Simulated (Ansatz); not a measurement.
**Geometry relaxation of Ti₁₆Si (part 2 of 2)**

Continued. System: Ti₁₆Si (defect cell, 17 atoms in the cell). Method: DFT PBE, scalar-relativistic, plane waves, PAW, no spin polarisation (Ansatz 0.2.0); cutoff 420 eV, 4×4×4 k-mesh, Gaussian smearing of 0.1 eV. The structure derives from a Materials Project entry. It belongs to a series of runs on one base structure; here: Si after trading places with the vacancy, charge +0, atoms relaxed.

Geometry of the input (Å; fractional positions):
```
2.2898  -3.9660  5.6643
2.2898  3.9660  5.6643
-4.5795  0.0000  5.6643
Si 0.5000  0.5000  0.5000
Ti 0.6667  0.6667  0.6667
Ti 0.8333  0.8333  0.8333
Ti 1.0000  -0.0000  0.0000
Ti 0.1667  0.1667  0.1667
Ti 0.7500  0.4167  0.0833
Ti 0.9167  0.5833  0.2500
Ti 0.0833  0.7500  0.4167
Ti 0.2500  0.9167  0.5833
Ti 0.4167  0.0833  0.7500
Ti 0.5833  0.2500  0.9167
Ti 0.0833  0.4167  0.7500
Ti 0.2500  0.5833  0.9167
Ti 0.4167  0.7500  0.0833
Ti 0.5833  0.9167  0.2500
Ti 0.7500  0.0833  0.4167
Ti 0.9167  0.2500  0.5833
```

### Output, continued
```
  k-point 1: bands = ["-44.6154", "-44.5559", "-44.5219", "-44.4772", "-44.4247", "-44.3863", "-44.3729", "-44.3370", "-44.3295", "-44.3287", "-44.2902", "-44.2886", "-44.2749", "-44.2337", "-44.2211", "-44.1728", "-21.0619", "-21.0311", "-21.0128", "-20.9750", "-20.9706", "-20.9461", "-20.9321", "-20.9301", "-20.9077", "-20.8880", "-20.8857", "-20.8589", "-20.8523", "-20.8235", "-20.8192", "-20.8086", "-20.7884", "-20.7786", "-20.7457", "-20.7309", "-20.7153", "-20.7116", "-20.6832", "-20.6803", "-20.6575", "-20.6350", "-20.6332", "-20.6229", "-20.6009", "-20.5688", "-20.5472", "-20.5385", "-20.5223", "-20.5121", "-20.4625", "-20.4496", "-20.4350", "-20.4145", "-20.3781", "-20.3716", "-20.3631", "-20.3497", "-20.3329", "-20.2811", "-20.2681", "-20.2672", "-20.2344", "-20.1609", "4.2160", "7.2401", "8.3871", "8.6958", "8.8922", "9.2096", "9.5848", "9.8743", "9.8833", "9.9767", "10.0965", "10.3399", "10.4522", "10.4884", "10.5702", "10.7046", "10.7297", "10.8731", "10.9927", "11.0212", "11.0843", "11.2466", "11.2638", "11.3746", "11.4802", "11.4889", "11.6104", "11.6833", "11.7245", "11.7780", "11.9566", "11.9861", "12.1455", "12.1570", "12.2261", "12.4132", "12.4353", "12.5261", "12.5925", "12.6603", "12.6936", "12.8171", "12.8242", "12.9357", "13.0770", "13.1584", "13.2057", "13.2467", "13.2917", "13.3507", "13.3811", "13.4450", "13.4782", "13.5819"]
  k-point 2: bands = ["-44.6149", "-44.5554", "-44.5214", "-44.4769", "-44.4133", "-44.4064", "-44.3819", "-44.3242", "-44.3211", "-44.3116", "-44.3013", "-44.2960", "-44.2915", "-44.2266", "-44.2001", "-44.1883", "-21.0536", "-21.0266", "-21.0245", "-20.9888", "-20.9801", "-20.9578", "-20.9496", "-20.9422", "-20.9209", "-20.8880", "-20.8800", "-20.8545", "-20.8415", "-20.8189", "-20.7958", "-20.7938", "-20.7712", "-20.7487", "-20.7440", "-20.7199", "-20.7186", "-20.7048", "-20.6920", "-20.6901", "-20.6846", "-20.6613", "-20.6433", "-20.6305", "-20.6222", "-20.5695", "-20.5123", "-20.5021", "-20.5001", "-20.4873", "-20.4724", "-20.4328", "-20.4241", "-20.4116", "-20.4059", "-20.3785", "-20.3591", "-20.3443", "-20.3265", "-20.2940", "-20.2939", "-20.2856", "-20.2216", "-20.1753", "4.2594", "7.2223", "8.2801", "8.5751", "8.9352", "9.3170", "9.5489", "9.8541", "9.8710", "10.1965", "10.2754", "10.3130", "10.3455", "10.5165", "10.5256", "10.7141", "10.7240", "10.8271", "10.9575", "10.9599", "11.0439", "11.1373", "11.2337", "11.2786", "11.4282", "11.4965", "11.6324", "11.6388", "11.7397", "11.8085", "11.9098", "11.9347", "12.0392", "12.0675", "12.2117", "12.3624", "12.3891", "12.6012", "12.6472", "12.7775", "12.8591", "12.8899", "12.9379", "12.9562", "13.0223", "13.0818", "13.1577", "13.2130", "13.3051", "13.3401", "13.4009", "13.4125", "13.4927", "13.5389"]
  k-point 9: bands = ["-44.6144", "-44.5546", "-44.5231", "-44.4779", "-44.4221", "-44.3862", "-44.3780", "-44.3403", "-44.3341", "-44.3287", "-44.2893", "-44.2835", "-44.2707", "-44.2297", "-44.2210", "-44.1771", "-21.0723", "-21.0403", "-21.0201", "-20.9723", "-20.9654", "-20.9440", "-20.9295", "-20.9274", "-20.9179", "-20.8907", "-20.8760", "-20.8594", "-20.8316", "-20.8233", "-20.8123", "-20.7990", "-20.7919", "-20.7743", "-20.7567", "-20.7359", "-20.7228", "-20.6899", "-20.6888", "-20.6791", "-20.6690", "-20.6591", "-20.6044", "-20.6015", "-20.5998", "-20.5945", "-20.5620", "-20.5330", "-20.5301", "-20.4887", "-20.4496", "-20.4480", "-20.4355", "-20.4160", "-20.4007", "-20.3750", "-20.3619", "-20.3505", "-20.3336", "-20.2864", "-20.2663", "-20.2635", "-20.2344", "-20.1605", "4.2797", "7.6410", "7.9633", "8.4639", "8.5624", "9.0178", "9.6208", "9.7558", "9.8678", "10.0233", "10.2428", "10.2555", "10.4145", "10.5409", "10.6168", "10.8708", "10.9093", "10.9998", "11.0034", "11.1338", "11.1862", "11.2410", "11.2766", "11.3173", "11.4026", "11.4207", "11.5575", "11.6203", "11.7534", "11.9263", "11.9732", "12.0037", "12.0070", "12.1747", "12.2141", "12.3450", "12.3714", "12.4606", "12.5313", "12.6537", "12.7047", "12.8708", "12.9862", "13.1103", "13.2101", "13.2611", "13.3217", "13.3395", "13.3641", "13.4241", "13.4922", "13.4990", "13.5967", "13.6434"]
--- Relaxed structure (5 steps of the walk, 5 accepted, 0 SCFs on fresh bases) ---
  F+E_penalty+E_count = -40628.58420224 eV   max|allowed force component| = 4.760e-3 eV/Å
  atoms:
    - { symbol: Si, position: [0.5067786610165251, 0.5067786610165251, 0.5067786610165251] }
    - { symbol: Ti, position: [0.6673581235648043, 0.6673581235648043, 0.6673581235648043] }
    - { symbol: Ti, position: [0.83239451879684, 0.83239451879684, 0.83239451879684] }
    - { symbol: Ti, position: [1.0007380308489287, 0.0007380308489287057, 0.0007380308489287057] }
    - { symbol: Ti, position: [0.16621104459994931, 0.16621104459994931, 0.16621104459994931] }
    - { symbol: Ti, position: [0.7513307183369025, 0.41657494663126504, 0.08395673367476525] }
    - { symbol: Ti, position: [0.9075766993639742, 0.5854318755815232, 0.25172217034804617] }
    - { symbol: Ti, position: [0.0839567336747652, 0.7513307183369023, 0.41657494663126493] }
    - { symbol: Ti, position: [0.2517221703480462, 0.9075766993639742, 0.5854318755815232] }
    - { symbol: Ti, position: [0.41657494663126504, 0.0839567336747653, 0.7513307183369025] }
    - { symbol: Ti, position: [0.5854318755815231, 0.2517221703480461, 0.9075766993639741] }
    - { symbol: Ti, position: [0.0839567336747653, 0.41657494663126504, 0.7513307183369025] }
    - { symbol: Ti, position: [0.2517221703480461, 0.5854318755815231, 0.9075766993639741] }
    - { symbol: Ti, position: [0.41657494663126504, 0.7513307183369025, 0.08395673367476525] }
    - { symbol: Ti, position: [0.5854318755815232, 0.9075766993639742, 0.25172217034804617] }
    - { symbol: Ti, position: [0.7513307183369023, 0.0839567336747652, 0.41657494663126493] }
    - { symbol: Ti, position: [0.9075766993639742, 0.2517221703480462, 0.5854318755815232] }
```

### Trajectory as extended XYZ (Å, eV, eV/Å), 5 frames, from step=1 to step=5
```
17
Lattice="2.2898 -3.9660 5.6643 2.2898 3.9660 5.6643 -4.5795 0.0000 5.6643" Properties=species:S:1:pos:R:3:forces:R:3 step=1 energy=-40628.46810
Si    0.0000    0.0000    8.4965    0.0000   0.0000   0.3087
Ti    0.0000    0.0000   11.3287    0.0000   0.0000  -0.0531
Ti    0.0000    0.0000   14.1609    0.0000   0.0000  -0.1532
Ti    2.2898   -3.9660    5.6643    0.0000   0.0000   0.0682
Ti    0.0000    0.0000    2.8322    0.0000   0.0000  -0.1120
Ti    2.2898   -1.3220    7.0804   -0.0074  -0.0431   0.2181
Ti    2.2898   -1.3220    9.9126   -0.1732   0.3891  -0.2279
Ti    0.0000    2.6440    7.0804    0.0410   0.0151   0.2181
Ti    0.0000    2.6440    9.9126   -0.2503  -0.3445  -0.2279
Ti   -2.2898   -1.3220    7.0804   -0.0336   0.0280   0.2181
Ti   -2.2898   -1.3220    9.9126    0.4235  -0.0445  -0.2279
Ti   -2.2898    1.3220    7.0804   -0.0336  -0.0280   0.2181
Ti   -2.2898    1.3220    9.9126    0.4235   0.0445  -0.2279
Ti    2.2898    1.3220    7.0804   -0.0074   0.0431   0.2181
Ti    2.2898    1.3220    9.9126   -0.1732  -0.3891  -0.2279
Ti    0.0000   -2.6440    7.0804    0.0410  -0.0151   0.2181
Ti    0.0000   -2.6440    9.9126   -0.2503   0.3445  -0.2279
17
Lattice="2.2898 -3.9660 5.6643 2.2898 3.9660 5.6643 -4.5795 0.0000 5.6643" Properties=species:S:1:pos:R:3:forces:R:3 step=2 energy=-40628.53340
Si    0.0000    0.0000    8.5837    0.0000   0.0000   0.1032
Ti    0.0000    0.0000   11.3382    0.0000   0.0000  -0.0625
Ti    0.0000    0.0000   14.1203    0.0000   0.0000   0.2186
Ti    2.2898   -3.9660    5.6632    0.0000   0.0000   0.0601
Ti    0.0000    0.0000    2.8103    0.0000   0.0000   0.0823
Ti    2.2879   -1.3253    7.1226    0.0171  -0.0306  -0.3147
Ti    2.2750   -1.2833    9.8649   -0.0706   0.0350   0.2477
Ti    0.0038    2.6440    7.1226    0.0180   0.0301  -0.3147
Ti   -0.0262    2.6118    9.8649    0.0050  -0.0787   0.2477
Ti   -2.2917   -1.3187    7.1226   -0.0351   0.0005  -0.3147
Ti   -2.2488   -1.3286    9.8649    0.0656   0.0437   0.2477
Ti   -2.2917    1.3187    7.1226   -0.0351  -0.0005  -0.3147
Ti   -2.2488    1.3286    9.8649    0.0656  -0.0437   0.2477
Ti    2.2879    1.3253    7.1226    0.0171   0.0306  -0.3147
Ti    2.2750    1.2833    9.8649   -0.0706  -0.0350   0.2477
Ti    0.0038   -2.6440    7.1226    0.0180  -0.0301  -0.3147
Ti   -0.0262   -2.6118    9.8649    0.0050   0.0787   0.2477
17
Lattice="2.2898 -3.9660 5.6643 2.2898 3.9660 5.6643 -4.5795 0.0000 5.6643" Properties=species:S:1:pos:R:3:forces:R:3 step=3 energy=-40628.58044
Si    0.0000    0.0000    8.6224    0.0000   0.0000  -0.0466
Ti    0.0000    0.0000   11.3451    0.0000   0.0000  -0.0165
Ti    0.0000    0.0000   14.1455    0.0000   0.0000  -0.0117
Ti    2.2898   -3.9660    5.6742    0.0000   0.0000  -0.0049
Ti    0.0000    0.0000    2.8212    0.0000   0.0000  -0.0030
Ti    2.2887   -1.3260    7.0939    0.0118  -0.0179  -0.0357
Ti    2.2722   -1.2841    9.8781   -0.0569   0.0630   0.0495
Ti    0.0040    2.6451    7.0939    0.0096   0.0191  -0.0357
Ti   -0.0240    2.6098    9.8781   -0.0261  -0.0808   0.0495
Ti   -2.2927   -1.3190    7.0939   -0.0214  -0.0013  -0.0357
Ti   -2.2481   -1.3257    9.8781    0.0830   0.0177   0.0495
Ti   -2.2927    1.3190    7.0939   -0.0214   0.0013  -0.0357
Ti   -2.2481    1.3257    9.8781    0.0830  -0.0177   0.0495
Ti    2.2887    1.3260    7.0939    0.0118   0.0179  -0.0357
Ti    2.2722    1.2841    9.8781   -0.0569  -0.0630   0.0495
Ti    0.0040   -2.6451    7.0939    0.0096  -0.0191  -0.0357
Ti   -0.0240   -2.6098    9.8781   -0.0261   0.0808   0.0495
17
Lattice="2.2898 -3.9660 5.6643 2.2898 3.9660 5.6643 -4.5795 0.0000 5.6643" Properties=species:S:1:pos:R:3:forces:R:3 step=4 energy=-40628.58408
Si    0.0000    0.0000    8.6127    0.0000   0.0000   0.0040
Ti    0.0000    0.0000   11.3440    0.0000   0.0000  -0.0269
Ti    0.0000    0.0000   14.1445    0.0000   0.0000   0.0061
Ti    2.2898   -3.9660    5.6753    0.0000   0.0000   0.0082
Ti    0.0000    0.0000    2.8228    0.0000   0.0000   0.0087
Ti    2.2897   -1.3284    7.0909    0.0002   0.0064  -0.0009
Ti    2.2661   -1.2760    9.8826   -0.0018  -0.0144   0.0009
Ti    0.0056    2.6471    7.0909   -0.0056  -0.0030  -0.0009
Ti   -0.0279    2.6005    9.8826    0.0134   0.0057   0.0009
Ti   -2.2953   -1.3187    7.0909    0.0054  -0.0034  -0.0009
Ti   -2.2381   -1.3244    9.8826   -0.0116   0.0087   0.0009
Ti   -2.2953    1.3187    7.0909    0.0054   0.0034  -0.0009
Ti   -2.2381    1.3244    9.8826   -0.0116  -0.0087   0.0009
Ti    2.2897    1.3284    7.0909    0.0002  -0.0064  -0.0009
Ti    2.2661    1.2760    9.8826   -0.0018   0.0144   0.0009
Ti    0.0056   -2.6471    7.0909   -0.0056   0.0030  -0.0009
Ti   -0.0279   -2.6005    9.8826    0.0134  -0.0057   0.0009
17
Lattice="2.2898 -3.9660 5.6643 2.2898 3.9660 5.6643 -4.5795 0.0000 5.6643" Properties=species:S:1:pos:R:3:forces:R:3 step=5 energy=-40628.58420
Si    0.0000    0.0000    8.6117    0.0000   0.0000  -0.0013
Ti    0.0000    0.0000   11.3404    0.0000   0.0000   0.0048
Ti    0.0000    0.0000   14.1449    0.0000   0.0000  -0.0014
Ti    2.2898   -3.9660    5.6769    0.0000   0.0000  -0.0007
Ti    0.0000    0.0000    2.8244    0.0000   0.0000  -0.0029
Ti    2.2898   -1.3276    7.0910   -0.0003  -0.0005   0.0000
Ti    2.2659   -1.2776    9.8828    0.0003   0.0025   0.0003
Ti    0.0049    2.6468    7.0910    0.0006   0.0001   0.0000
Ti   -0.0265    2.6011    9.8828   -0.0023  -0.0010   0.0003
Ti   -2.2946   -1.3192    7.0910   -0.0003   0.0005   0.0000
Ti   -2.2394   -1.3235    9.8828    0.0020  -0.0015   0.0003
Ti   -2.2946    1.3192    7.0910   -0.0003  -0.0005   0.0000
Ti   -2.2394    1.3235    9.8828    0.0020   0.0015   0.0003
Ti    2.2898    1.3276    7.0910   -0.0003   0.0005   0.0000
Ti    2.2659    1.2776    9.8828    0.0003  -0.0025   0.0003
Ti    0.0049   -2.6468    7.0910    0.0006  -0.0001   0.0000
Ti   -0.0265   -2.6011    9.8828   -0.0023   0.0010   0.0003
```

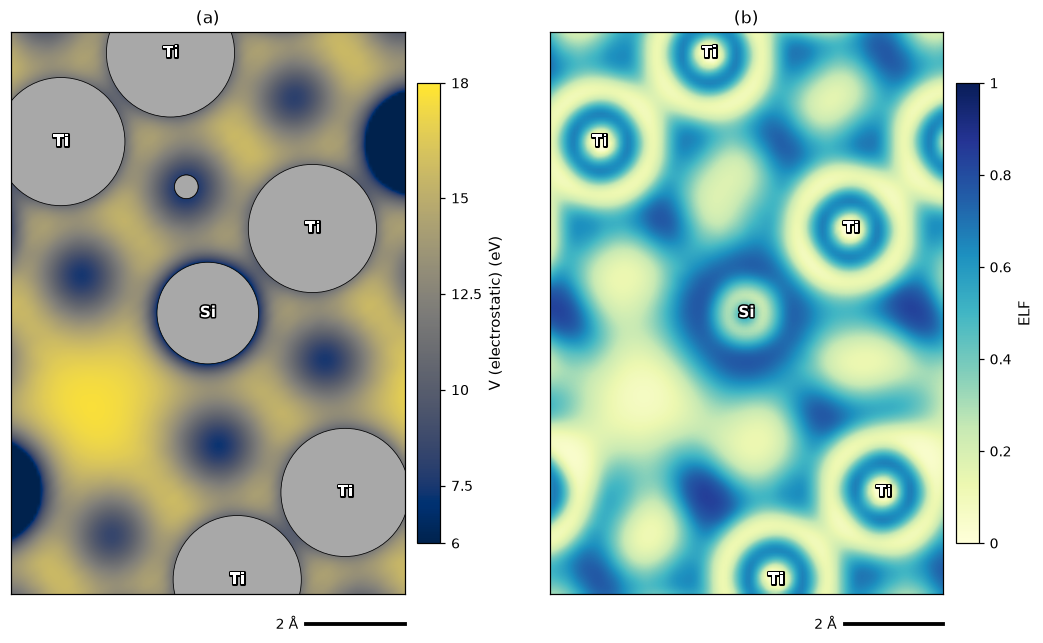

Fig. 1: (a) electrostatic potential (local pseudopotential plus Hartree) felt by an electron; (b) ELF on the (11̄0) plane of the calculation cell. Grey discs, where drawn, cover atomic cores. Atoms in the plane: Si and Ti. Ti–Si (2.73 Å): the ELF is about 0.35 at the midpoint. Ti–Ti (2.81 Å): the ELF is about 0.15 at the midpoint (no localised pair between them). Ti–Ti (2.86 Å): the ELF is about 0.20 at the midpoint (no localised pair between them).  The strong features right at Ti lie inside the PAW spheres (semicore, d or f shells) and say nothing about bonding. Outside the cores the potential energy rises away from the atoms and is highest about 2.7 Å from the nearest atoms; outside the discs it spans about 11 eV, and its zero is arbitrary. The fields are those of the smooth PAW valence density.

### Summary

| quantity | value |
| --- | --- |
| outcome | converged |
| electrons treated | 196 |
| free energy | −40628.5842 eV |
| Fermi energy | 12.172 eV |
| gap on the k-point mesh | none (metallic) |
| final volume | 308.63 Å³ |
| largest force (length of the vector) at the end | 0.005 eV/Å |
| wall time | 20 s (CPU time 78 s) |
| peak memory | 1.1 GiB |
